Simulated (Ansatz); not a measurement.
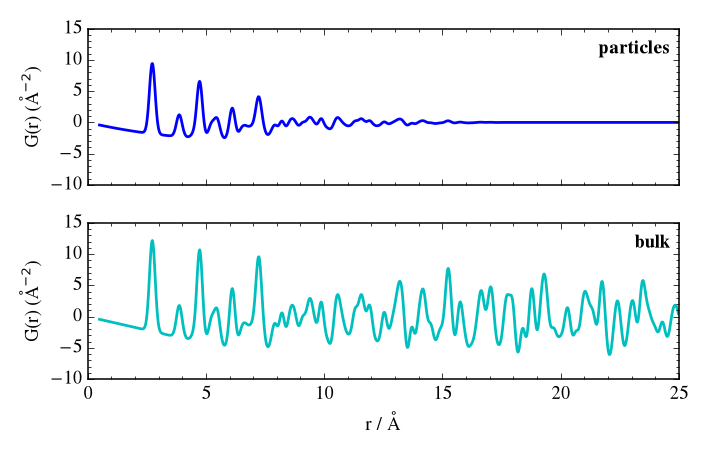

The curve is a calculated X-ray PDF: distances of the static structure, each pair weighted by the product of the atomic numbers (X-ray weights at Q = 0), broadened by Gaussians with σ = 0.12 Å, for spherical particles of Ir with the bulk structure: the bulk G(r) is multiplied by the envelope of a sphere of diameter D, 1 − 3r/2D + r³/2D³, with no surface relaxation. The number density is 0.0688 atoms per Å³. Structure used: coordinates from a relaxation with DFT, PBE, plane waves (420 eV) with PAW, scalar-relativistic (Ansatz 0.2.0); the starting structure was generated, so it need not be a known form of this composition.

**How large are the particles?**

About 18 Å (1.8 nm): the signal is half of the bulk amplitude at r ≈ 6.2 Å and vanishes at r = D, fading from view somewhat earlier.

**Roughly how many atoms does one particle hold?**

About 210 (number density 0.0688 Å⁻³ times πD³/6).
